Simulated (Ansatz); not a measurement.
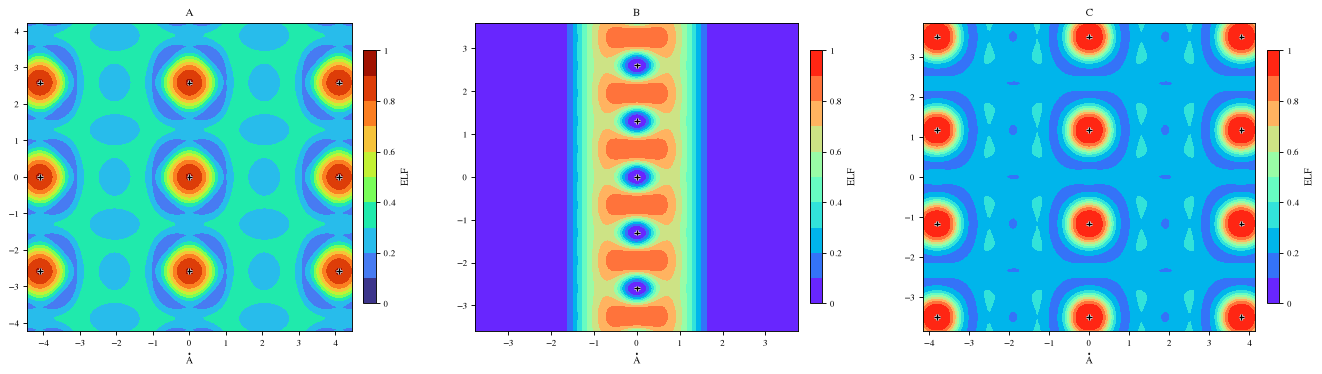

The electron localisation function of 3 systems, each on a plane through atoms (crosses mark nuclei in the plane).

These are results of DFT, BLYP, plane waves (420 eV) with PAW, scalar-relativistic (Ansatz), not measurements.

System 1: C, the (100) plane of the conventional cell. Space group P6/mmm; set up as C, omega (AlB2-type); a generated structure, not necessarily the stable one; changed on purpose from its base cell (volume × 1.04); computed pressure about −5 GPa in this cell.

```xyz
3
Lattice="6.8332 0.0000 0.0000 -3.4166 5.9177 0.0000 0.0000 0.0000 1.3005" Properties=species:S:1:pos:R:3 pbc="T T T"
C     0.0000    0.0000    0.0000
C     0.0000    3.9452    0.6503
C     3.4166    1.9726    0.6503
```

System 2: Co, the (100) plane of the conventional cell. Space group P6/mmm; set up as Co, omega (AlB2-type); a generated structure, not necessarily the stable one; changed on purpose from its base cell (volume × 0.88); computed pressure about 36 GPa in this cell; computed without spin polarisation.

System 3: Mn, the (100) plane of the conventional cell. Space group P6/mmm; set up as Mn, omega (AlB2-type); a generated structure, not necessarily the stable one; changed on purpose from its base cell (volume × 1.12); computed pressure about −22 GPa in this cell; computed without spin polarisation.

```xyz
3
Lattice="4.0992 0.0000 0.0000 -2.0496 3.5500 0.0000 0.0000 0.0000 2.5847" Properties=species:S:1:pos:R:3 pbc="T T T"
Mn    0.0000    0.0000    0.0000
Mn    0.0000    2.3667    1.2924
Mn    2.0496    1.1833    1.2924
```

Match each panel to its system.

Answer. Panel A is system 3, Mn: the plane holds Mn. Mn–Mn (2.58 Å): the ELF is about 0.30 at the midpoint: no shared electron pair shows on this line. Panel B is system 1, C: the plane holds C. C–C (1.30 Å): the ELF peaks at about 0.90 between the atoms. Panel C is system 2, Co: the plane holds Co. Co–Co (2.33 Å): the ELF is about 0.25 at the midpoint; no localised pair shows between them.
